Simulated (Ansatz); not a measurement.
**Single-point calculation of TiC63 (part 2 of 2)**

TiC63 (defect cell, 64 atoms in the cell); DFT PBE, scalar-relativistic, plane waves, PAW, spin-polarised (Ansatz 0.2.0); cutoff 420 eV, 2×2×2 k-mesh, Gaussian smearing of 0.05 eV, collinear spins. The structure derives from an entry of the Crystallography Open Database.

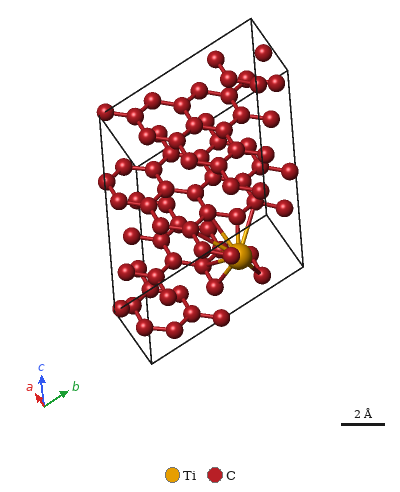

The input geometry (ball-and-stick view of the cell of the calculation, seen at an oblique angle). An atom can appear more than once, as a periodic image.

Log, continued:
```
--- Forces (eV/Å), atoms counted from 1 ---
  atom   1  Ti     0.04900938    -0.01344713    -0.01015932
  atom   2  C      0.00423355     0.00465371     0.02916793
  atom   3  C     -0.00132195     0.00223088    -0.00559889
  atom   4  C     -0.00417530    -0.00487973     0.00210185
  atom   5  C     -0.01283589     0.00372998    -0.01546363
  atom   6  C      0.00243135    -0.00516508     0.01793942
  atom   7  C     -0.00054738     0.00228682     0.01255776
  atom   8  C      0.00393659     0.00086565     0.01281390
  atom   9  C      0.00950001     0.00529910     0.00049945
  atom  10  C      0.00630902    -0.00491428    -0.00342865
  atom  11  C      0.00103855    -0.01202370     0.00254096
  atom  12  C     -0.00682348     0.00392421    -0.00760612
  atom  13  C      0.00453172     0.00132085    -0.00281996
  atom  14  C      0.00157085    -0.00170784     0.00948228
  atom  15  C      0.00002635    -0.00346558    -0.00059454
  atom  16  C     -0.00753659     0.00311767     0.01520116
  atom  17  C      0.00623169     0.00047065     0.02498242
  atom  18  C      0.00068641     0.00268622     0.01010574
  atom  19  C      0.00082212    -0.00208295     0.00248771
  atom  20  C     -0.00568072    -0.00804250     0.04612973
  atom  21  C      0.00716157    -0.00482599     0.01768814
  atom  22  C      0.00325549     0.00036908     0.03657966
  atom  23  C     -0.00342953     0.00220068     0.01219545
  atom  24  C     -0.00404094    -0.00082832     0.00537706
  atom  25  C     -0.00156617    -0.00071137    -0.01009100
  atom  26  C      0.00334221     0.00240853     0.00858334
  atom  27  C      0.00095018    -0.00000787     0.01051662
  atom  28  C      0.00088892    -0.00206260     0.01672049
  atom  29  C      0.01435252     0.02065013     0.03269634
  atom  30  C      0.00262550    -0.00094722     0.00324562
  atom  31  C     -0.00196605    -0.00454531     0.00239661
  atom  32  C     -0.01386172    -0.01704958     0.01698753
  atom  33  C     -0.01548052     0.00222834    -0.02545037
  atom  34  C     -0.00494327     0.00315533     0.00458489
  atom  35  C     -0.00416273     0.01602540    -0.01406911
  atom  36  C     -0.02963172     0.01191286    -0.02761275
  atom  37  C     -0.00891026    -0.01076744    -0.01871781
  atom  38  C      0.00062238     0.00136977    -0.00872349
  atom  39  C      0.00405129     0.00885609    -0.01302028
  atom  40  C     -0.01770764     0.01165938    -0.04065930
  atom  41  C      0.01885273    -0.01496937    -0.02333769
  atom  42  C     -0.00225163     0.00707876    -0.01854421
  atom  43  C      0.00858915    -0.00161457    -0.00141085
  atom  44  C     -0.00662639    -0.00207038    -0.00851031
  atom  45  C     -0.00499957     0.00404853    -0.00716739
  atom  46  C     -0.00219311     0.00197324    -0.00374833
  atom  47  C      0.00408425    -0.00172363    -0.01275425
  atom  48  C     -0.00263292     0.00011110    -0.00356417
  atom  49  C     -0.00113681    -0.00461297     0.00860841
  atom  50  C      0.00345866     0.00402563    -0.00563750
  atom  51  C      0.00602937     0.00676761    -0.01518600
  atom  52  C     -0.00140632    -0.00666790    -0.01304282
  atom  53  C     -0.01211071    -0.00326183    -0.00826556
  atom  54  C     -0.00255218     0.00121670    -0.01131605
  atom  55  C     -0.00076089     0.00022384    -0.00510558
  atom  56  C     -0.00405254     0.00930065     0.00321740
  atom  57  C      0.01133109     0.01105344    -0.00257261
  atom  58  C      0.00137624    -0.00072424    -0.01705828
  atom  59  C      0.00028522    -0.00192481    -0.01146512
  atom  60  C     -0.00029980    -0.01748037     0.01451630
  atom  61  C     -0.00606590    -0.00463685    -0.00500625
  atom  62  C      0.00281295     0.00800166    -0.00278308
  atom  63  C      0.00426593    -0.00358102     0.00131329
  atom  64  C      0.00305877    -0.00448535    -0.00071096
  max |Σ_I F_I| component: 3.52e-5 eV/Å
--- Band table (eV; the first three rows and the last of 16) ---
  k-point 0 ↑: bands = ["-48.9841", "-25.5752", "-25.4648", "-25.1377", "-12.5051", "-11.7775", "-11.1622", "-11.0319", "-11.0167", "-10.9272", "-10.9159", "-10.8805", "-10.5043", "-10.4948", "-10.4514", "-10.3010", "-10.2866", "-9.3406", "-8.2177", "-8.1884", "-8.1563", "-8.1453", "-8.1140", "-8.1007", "-7.6426", "-7.6058", "-7.5670", "-7.3666", "-7.3569", "-7.1695", "-7.1478", "-7.1449", "-7.0599", "-6.5316", "-6.5203", "-6.1586", "-6.1524", "-6.1451", "-5.8448", "-5.3234", "-5.2736", "-4.1603", "-3.4394", "-3.4261", "-3.4179", "-3.4052", "-3.3516", "-3.3471", "-2.9400", "-2.9309", "-2.8469", "-2.5052", "-2.4869", "-1.9292", "-1.9197", "-1.8223", "-1.8214", "-1.8158", "-1.8096", "-1.5393", "-1.3801", "-1.3531", "-1.2770", "-1.2428", "-0.7381", "-0.6762", "-0.4718", "-0.3178", "-0.3160", "-0.3067", "-0.2597", "-0.2588", "-0.2335", "0.2259", "0.2556", "0.2943", "0.4987", "0.6796", "0.7044", "0.7127", "0.7173", "0.7279", "0.7696", "0.8211", "0.8550", "0.9549", "1.1687", "1.2211", "1.2734", "1.6690", "1.7120", "1.7881", "1.7987", "2.0706", "2.0725", "2.0774", "2.1059", "2.1244", "2.1397", "2.1531", "2.1545", "2.2029", "2.6001", "2.6162", "2.6635", "2.6772", "2.7001", "3.8270", "3.8428", "3.9106", "3.9902", "4.0383", "4.0605", "4.1426", "4.1454", "4.1706", "4.2274", "4.4913", "4.5007", "4.7093", "4.8223", "4.9390", "5.0656", "5.1843", "5.2208", "5.3099", "5.4001", "5.4009", "5.4412", "6.4150", "6.4597", "6.9607", "8.4211", "8.6789", "8.7616", "8.9989", "9.2241", "9.3955", "9.4641", "9.6373", "9.8372", "9.8799", "9.8969", "9.9757", "10.0225", "10.0813", "10.4949", "10.5352", "10.6220", "10.7317", "10.8808", "11.0529", "11.7191", "11.9117", "12.0835"]
  k-point 1 ↑: bands = ["-48.9841", "-25.5752", "-25.4648", "-25.1377", "-12.1991", "-12.0579", "-11.5296", "-11.3564", "-11.3397", "-11.3172", "-10.7706", "-10.4584", "-9.9513", "-9.9119", "-9.8907", "-9.8764", "-9.3572", "-9.2665", "-9.2389", "-9.1907", "-9.1503", "-8.9643", "-8.4622", "-8.0481", "-7.8728", "-7.8576", "-7.7572", "-7.7515", "-7.3000", "-7.2748", "-6.9318", "-6.3178", "-6.2089", "-6.1926", "-5.6477", "-5.3741", "-5.3162", "-5.1135", "-4.9411", "-4.9374", "-4.8698", "-4.8651", "-4.8025", "-4.5434", "-4.3555", "-4.0496", "-3.9739", "-3.5892", "-3.5841", "-3.3588", "-2.7014", "-2.6548", "-2.6324", "-2.1422", "-1.9371", "-1.8985", "-1.8821", "-1.8705", "-1.8650", "-1.8296", "-1.3578", "-1.1634", "-0.8280", "-0.7525", "-0.6674", "-0.3735", "-0.3655", "-0.2592", "-0.2538", "0.0358", "0.2429", "0.3917", "0.4574", "0.4606", "0.4733", "0.4778", "0.5081", "0.5496", "0.6083", "0.8289", "0.9258", "0.9465", "1.0038", "1.0498", "1.1038", "1.1251", "1.1430", "1.1557", "1.2476", "1.4362", "1.5257", "1.5801", "1.6231", "1.8432", "1.9166", "1.9787", "1.9937", "2.0218", "2.2153", "2.2927", "2.4703", "2.7065", "2.7917", "2.8874", "2.9406", "3.0125", "3.0540", "3.0792", "3.2422", "3.2831", "3.3940", "3.4712", "3.5775", "3.6286", "3.7949", "3.9339", "4.0246", "4.1852", "4.3584", "4.4205", "4.5872", "4.9250", "5.0216", "5.2152", "5.4220", "5.4756", "5.8448", "5.9652", "6.1959", "6.3412", "6.7925", "7.2606", "8.0673", "8.2201", "8.4614", "8.8503", "8.8986", "9.1398", "9.1835", "9.4601", "9.5087", "9.6477", "10.0947", "10.1047", "10.2839", "10.5042", "10.6588", "10.9353", "11.2151", "11.4219", "11.7803", "11.8743", "12.1329", "12.2882", "12.3493"]
  k-point 2 ↑: bands = ["-48.9841", "-25.5752", "-25.4648", "-25.1377", "-12.2082", "-12.0433", "-11.5298", "-11.3644", "-11.3534", "-11.3061", "-10.7764", "-10.4461", "-9.9435", "-9.9138", "-9.8869", "-9.8774", "-9.3413", "-9.2758", "-9.2305", "-9.1915", "-9.1561", "-8.9887", "-8.4449", "-8.0808", "-7.9052", "-7.8437", "-7.7622", "-7.7314", "-7.2846", "-7.2539", "-6.9561", "-6.2872", "-6.2112", "-6.1875", "-5.6611", "-5.3801", "-5.3077", "-5.1129", "-4.9504", "-4.9075", "-4.9011", "-4.8526", "-4.8107", "-4.5483", "-4.2662", "-4.0949", "-4.0292", "-3.5900", "-3.5800", "-3.3716", "-2.7244", "-2.6608", "-2.6284", "-2.1357", "-1.9037", "-1.8866", "-1.8786", "-1.8738", "-1.8615", "-1.8262", "-1.3454", "-1.1687", "-0.8617", "-0.7495", "-0.6152", "-0.3884", "-0.3528", "-0.2664", "-0.2344", "-0.0235", "0.2893", "0.3715", "0.4457", "0.4591", "0.4670", "0.4740", "0.4812", "0.4924", "0.6177", "0.8160", "0.9272", "0.9471", "0.9825", "1.0368", "1.0791", "1.1285", "1.1575", "1.2422", "1.3210", "1.4101", "1.5574", "1.5805", "1.6711", "1.7911", "1.8931", "1.9877", "2.0132", "2.0222", "2.2463", "2.3269", "2.4432", "2.7043", "2.8032", "2.8419", "3.0018", "3.0245", "3.0735", "3.1169", "3.1670", "3.2386", "3.3853", "3.4717", "3.5649", "3.5885", "3.7953", "3.9548", "4.0112", "4.1701", "4.3307", "4.4309", "4.5956", "4.9182", "5.0574", "5.1855", "5.3441", "5.4564", "5.9351", "6.0140", "6.1975", "6.4663", "6.6899", "7.0922", "8.0585", "8.2286", "8.4717", "8.7660", "9.1001", "9.1954", "9.2654", "9.4800", "9.5501", "9.7629", "9.9887", "10.0919", "10.1578", "10.2590", "10.9388", "11.0623", "11.1470", "11.3752", "11.6554", "11.8725", "12.1213", "12.2187", "12.3237"]
  k-point 7 ↓: bands = ["-48.9841", "-25.5752", "-25.4648", "-25.1377", "-12.4743", "-11.8191", "-11.1643", "-11.0371", "-11.0286", "-10.9421", "-10.9235", "-10.8924", "-10.4913", "-10.4792", "-10.4366", "-10.2877", "-10.2778", "-9.3348", "-8.2182", "-8.1836", "-8.1458", "-8.1433", "-8.1049", "-8.0956", "-7.6540", "-7.6117", "-7.5811", "-7.3718", "-7.3595", "-7.1727", "-7.1545", "-7.1459", "-7.0574", "-6.5325", "-6.5321", "-6.1607", "-6.1480", "-6.1324", "-5.8384", "-5.3188", "-5.2735", "-4.1578", "-3.4379", "-3.4267", "-3.4164", "-3.4033", "-3.3505", "-3.3465", "-2.9412", "-2.9313", "-2.8480", "-2.5029", "-2.4891", "-1.9288", "-1.9212", "-1.8226", "-1.8195", "-1.8161", "-1.8115", "-1.5440", "-1.3811", "-1.3417", "-1.2776", "-0.7383", "-0.6836", "-0.6790", "-0.4603", "-0.3192", "-0.3173", "-0.3094", "-0.2606", "-0.2558", "-0.2305", "-0.0160", "0.2402", "0.2587", "0.2928", "0.5078", "0.5325", "0.6868", "0.7077", "0.7110", "0.7175", "0.7284", "0.7463", "0.7843", "0.8530", "0.9904", "1.2838", "1.7081", "1.7664", "2.0694", "2.0726", "2.0778", "2.0948", "2.1214", "2.1276", "2.1526", "2.1629", "2.1964", "2.3068", "2.4575", "2.6087", "2.6460", "2.6684", "2.7186", "2.8046", "3.8584", "3.9023", "4.0386", "4.0711", "4.0906", "4.1319", "4.1456", "4.1521", "4.2944", "4.3293", "4.4865", "4.5734", "4.6502", "4.7634", "4.8178", "4.8604", "5.0504", "5.1449", "5.2196", "5.2425", "5.2899", "5.4205", "6.3763", "6.4527", "6.9535", "8.4696", "8.7418", "8.8219", "9.0295", "9.1789", "9.4268", "9.6386", "9.7490", "9.8817", "9.9054", "9.9644", "10.0013", "10.0673", "10.0813", "10.4738", "10.5258", "10.5415", "10.7626", "10.7984", "11.0560", "11.8726", "11.9624", "12.9775"]
--- Löwdin populations: 64 sites ---
  site symbol       q [e]    m [muB]
     0     Ti     10.9978    -0.0000
     1      C      3.9703    -0.0000
     2      C      3.9670    -0.0000
     3      C      3.9701    -0.0000
     4      C      4.0369    -0.0000
     5      C      3.9707    -0.0000
     6      C      3.9589    -0.0000
     7      C      3.9705    -0.0000
     8      C      3.9678    -0.0000
     9      C      3.9618    -0.0000
    10      C      3.9661    -0.0000
    11      C      3.9747    -0.0000
    12      C      3.9555    -0.0000
    13      C      3.9566    -0.0000
    14      C      3.9604    -0.0000
    15      C      3.9569    -0.0000
    16      C      3.9883    -0.0000
    17      C      3.9573    -0.0000
    18      C      3.9623    -0.0000
    19      C      3.9898    -0.0000
    20      C      3.9911    -0.0000
    21      C      3.9902    -0.0000
    22      C      3.9740    -0.0000
    23      C      3.9752    -0.0000
    24      C      3.9630    -0.0000
    25      C      3.9641    -0.0000
    26      C      3.9573    -0.0000
    27      C      3.9574    -0.0000
    28      C      3.9685    -0.0000
    29      C      3.9636    -0.0000
    30      C      3.9634    -0.0000
    31      C      3.9682    -0.0000
    32      C      3.9995     0.0000
    33      C      3.9886     0.0000
    34      C      3.9991     0.0000
    35      C      4.2038     0.0000
    36      C      3.9638     0.0000
    37      C      3.9504     0.0000
    38      C      3.9649     0.0000
    39      C      4.0283     0.0000
    40      C      4.0284     0.0000
    41      C      3.9739     0.0000
    42      C      3.9836     0.0000
    43      C      3.9762     0.0000
    44      C      3.9480     0.0000
    45      C      3.9548     0.0000
    46      C      3.9551     0.0000
    47      C      3.9525     0.0000
    48      C      3.9450     0.0000
    49      C      3.9500     0.0000
    50      C      3.9532     0.0000
    51      C      3.9512     0.0000
    52      C      4.1785     0.0000
    53      C      3.9731     0.0000
    54      C      3.9743     0.0000
    55      C      4.1789     0.0000
    56      C      3.9735     0.0000
    57      C      3.9563     0.0000
    58      C      3.9559     0.0000
    59      C      3.9720     0.0000
    60      C      3.9921     0.0000
    61      C      3.9914     0.0000
    62      C      3.9755     0.0000
    63      C      3.9763     0.0000
  spilling = 0.008166 (of n_electrons = 264.000000)
--- Band densities, each state counted as filled ---
  window                                       electrons  max residual (eV)  cut levels
  e_range: [-0.84, -0.23]            1.000000 + 1.000000             2.4e-6           0
  e_range: [0.23, 0.84]              2.375000 + 2.375000             5.9e-5           0
```
